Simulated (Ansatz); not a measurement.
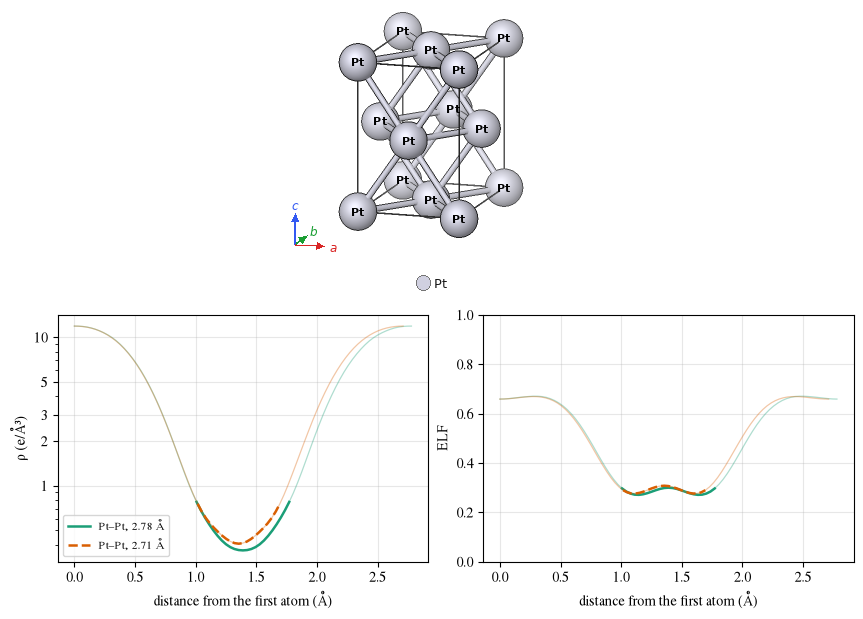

Pt. Valence charge density (pseudo) and electron localisation function along straight lines between neighbouring atoms. Thin, pale parts lie inside the atomic spheres. The structure is drawn too.

Space group Fmmm; a structure from a database of computed crystals, not necessarily the ambient phase; changed on purpose from its base cell (strain +0.0375 x Voigt [0, 0, 0, 1, 0, 0], atoms carried along); computed pressure about −6 GPa in this cell.

Computed with Ansatz 0.2.0, DFT r2SCAN, scalar-relativistic, plane waves, PAW.

Core electrons are frozen (PAW), and the valence fields are smoothed inside the atomic spheres.

Input file:

```
crystal:
  lattice:
    - [-1.58422, 1.613924125, 1.613924125]
    - [1.58422, -1.554515875, 1.554515875]
    - [1.58422, 1.554515875, -1.554515875]
  atoms:
    - { symbol: Pt, position: [0.0, 0.0, 0.0] }
basis:
  ecutwfc: 500
kpoints:
  mp_grid: { grid: [22, 22, 22] }
hamiltonian:
  xc: r2scan
scf:
  occupations: { method: gaussian, width: 0.15 }
output:
  forces: true
  stress: true
  eigenvalues: true
  write_density: true
  write_potential: true
  elf: true
  volumetric_format: npy
```

Command:

```sh
ansatz run input.yaml --threads 1 --pin off --max-ram 2560MiB --backend cpu --events-out ev --progress --plain --runs-dir out
```

Below, planes, directions and counts refer to the conventional cell (a = 3.17 Å, b = 4.40 Å, c = 4.56 Å, α = 90.00°, β = 90.00°, γ = 90.00°).

Q: What can be read from the curves?

A: Pt–Pt (2.78 Å): ρ is about 0.37 e/Å³ halfway; the ELF is about 0.30 at the midpoint; no shared electron pair shows on this line.
Pt–Pt (2.71 Å): the density is about 0.41 e/Å³ at the midpoint; the ELF is about 0.30 at the midpoint (no shared electron pair shows on this line).
